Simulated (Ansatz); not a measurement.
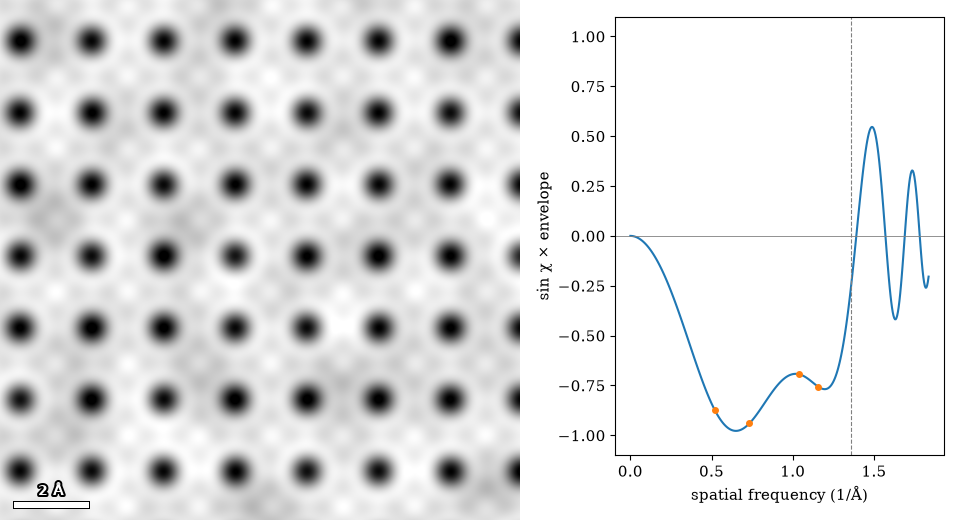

Phase-contrast TEM-like image of Co (Im-3m, No. 229) along [001]. Simulated in the weak-phase-object approximation with neutral-atom potentials: 300 kV, Cs = 20 µm, defocus −75 Å (negative is underfocus), defocus spread 8 Å, aperture 1.36 1/Å. The speckle of an amorphous layer was added. Atomic positions: a calculation's starting geometry; the starting structure was generated, so it need not be a known form of this composition.

The plot gives the contrast transfer function, the aperture (dashed) and the crystal's spatial frequencies that carry visible contrast (dots).

### Do the atom columns appear dark or bright, and why?

Dark. With positive Cs and underfocus sin χ is negative over the pass band, so the strongest columns (Co) come out darker than the background.

### What point resolution do these settings give, and which lattice spacings pass?

About 0.7 Å (0.66 |Cs|^(1/4) λ^(3/4) with λ = 0.0197 Å). The spacings that carry visible contrast are {110} at 1.93 Å, {200} at 1.37 Å, {220} at 0.97 Å, {310} at 0.86 Å.
